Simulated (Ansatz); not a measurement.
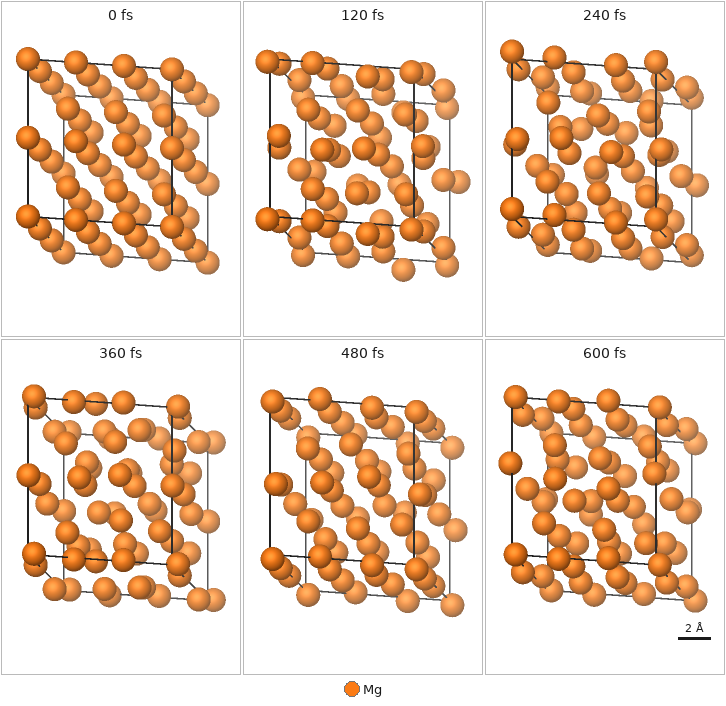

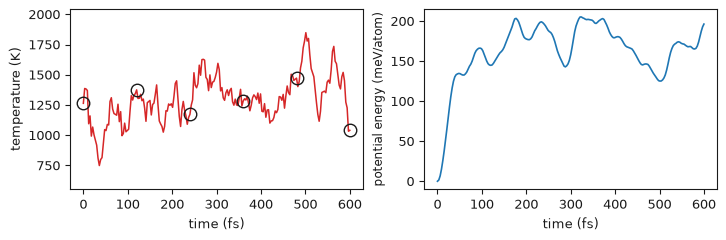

Molecular dynamics of a 36-atom cell of Mg, 600 fs long. The cell was cut from the hcp crystal. Frames and the history of the run. The picture is a spheres-only view of the simulation cell, seen from a free direction.

Method: Ansatz, DFT PBE, scalar-relativistic, plane waves, PAW. Run with plane-wave cutoff 420 eV; k-point mesh 2 × 2 × 1; Fermi-Dirac smearing 0.11 eV; low-accuracy preset; Langevin thermostat (NVT); set temperature 1300 K; time step 3 fs; friction 0.02 per fs.

Input
```yaml
accuracy: low
crystal:
  lattice:
    - [9.63, 0.0, 0.0]
    - [-4.815, 8.339825, 0.0]
    - [0.0, 0.0, 10.42608]
  atoms:
    - { symbol: Mg, position: [0.0, 0.0, 0.0] }
    - { symbol: Mg, position: [0.1111111, 0.2222222, 0.25] }
    - { symbol: Mg, position: [0.0, 0.0, 0.5] }
    - { symbol: Mg, position: [0.1111111, 0.2222222, 0.75] }
    - { symbol: Mg, position: [0.0, 0.3333333, 0.0] }
    - { symbol: Mg, position: [0.1111111, 0.5555556, 0.25] }
    - { symbol: Mg, position: [0.0, 0.3333333, 0.5] }
    - { symbol: Mg, position: [0.1111111, 0.5555556, 0.75] }
    - { symbol: Mg, position: [0.0, 0.6666667, 0.0] }
    - { symbol: Mg, position: [0.1111111, 0.8888889, 0.25] }
    - { symbol: Mg, position: [0.0, 0.6666667, 0.5] }
    - { symbol: Mg, position: [0.1111111, 0.8888889, 0.75] }
    - { symbol: Mg, position: [0.3333333, 0.0, 0.0] }
    - { symbol: Mg, position: [0.4444444, 0.2222222, 0.25] }
    - { symbol: Mg, position: [0.3333333, 0.0, 0.5] }
    - { symbol: Mg, position: [0.4444444, 0.2222222, 0.75] }
    - { symbol: Mg, position: [0.3333333, 0.3333333, 0.0] }
    - { symbol: Mg, position: [0.4444444, 0.5555556, 0.25] }
    - { symbol: Mg, position: [0.3333333, 0.3333333, 0.5] }
    - { symbol: Mg, position: [0.4444444, 0.5555556, 0.75] }
    - { symbol: Mg, position: [0.3333333, 0.6666667, 0.0] }
    - { symbol: Mg, position: [0.4444444, 0.8888889, 0.25] }
    - { symbol: Mg, position: [0.3333333, 0.6666667, 0.5] }
    - { symbol: Mg, position: [0.4444444, 0.8888889, 0.75] }
    - { symbol: Mg, position: [0.6666667, 0.0, 0.0] }
    - { symbol: Mg, position: [0.7777778, 0.2222222, 0.25] }
    - { symbol: Mg, position: [0.6666667, 0.0, 0.5] }
    - { symbol: Mg, position: [0.7777778, 0.2222222, 0.75] }
    - { symbol: Mg, position: [0.6666667, 0.3333333, 0.0] }
    - { symbol: Mg, position: [0.7777778, 0.5555556, 0.25] }
    - { symbol: Mg, position: [0.6666667, 0.3333333, 0.5] }
    - { symbol: Mg, position: [0.7777778, 0.5555556, 0.75] }
    - { symbol: Mg, position: [0.6666667, 0.6666667, 0.0] }
    - { symbol: Mg, position: [0.7777778, 0.8888889, 0.25] }
    - { symbol: Mg, position: [0.6666667, 0.6666667, 0.5] }
    - { symbol: Mg, position: [0.7777778, 0.8888889, 0.75] }
basis:
  ecutwfc: 420.0
kpoints:
  mp_grid: { grid: [2, 2, 1] }
hamiltonian:
  xc: pbe
scf:
  occupations: { method: fermi_dirac, width: 0.11 }
  lower_state_search: "off"
md:
  timestep: 3.0
  n_steps: 200
  ensemble: nvt_langevin
  temperature: 1300.0
  initial_velocities: maxwell_boltzmann
  seed: 571616
  friction: 0.02
```

Run as
```bash
ansatz run input.yaml --threads 4 --pin off --max-ram 10240MiB --backend cpu --events-out ev --progress --plain --runs-dir out
```

> What happens in this trajectory?

In the second half of the run the atoms are, in the root-mean-square, this far from where they began (common drift taken out): Mg 0.48 Å. That is small against the typical shortest distance between atoms in the first frame, about 3.2 Å: the atoms vibrate about their sites and the arrangement holds. Over the second half the temperature averages 1370 K (spread ±169 K). The potential energy is still drifting at the end, so the run hasn't reached equilibrium. The potential energy in the second half lies on average 171 meV per atom above the first frame.

Limits of the set-up: the k-point mesh is coarse for a cell with partly filled bands; the program's low-accuracy preset was used.

Cost: 11 min on 4 threads of AMD EPYC 9R45 96-Core Processor (Zen 5), with other jobs on the host, peak memory 3.2 GiB.
